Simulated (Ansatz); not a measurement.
```
CELL_PARAMETERS angstrom
2.92334 0.00000 0.00000
0.00000 2.92357 0.00000
0.00000 0.00000 23.80000
ATOMIC_POSITIONS crystal
Sc 0.00000 0.50000 0.29412
```

A structure generated by program, which may or may not match a known phase; computed without spin polarisation.

Level of theory: DFT PBE, scalar-relativistic, plane waves, PAW (Ansatz 0.2.0).

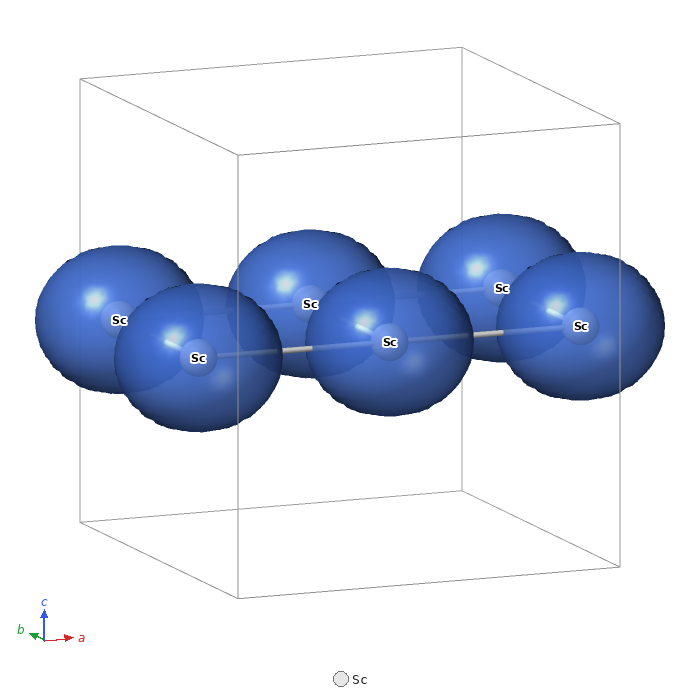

Sc. Isosurface of the valence electron density at 0.2 e/Å³ (blue), seen slightly off an axis. Sticks mark near contacts.

The density is the valence pseudo-density of a PAW calculation; it isn't the true density close to the nuclei.

**What does this surface tell about the bonding?**

At this value the density breaks into separate islands; it holds about 80 % of the electrons treated as valence (semicore included). It bridges none of the near contacts. It is pinched off along the shortest Sc–Sc (2.92 Å) contacts. On the grid the lowest density along these lines, outside the cores, is 0.15 e/Å³ (Sc–Sc, 2.92 Å).
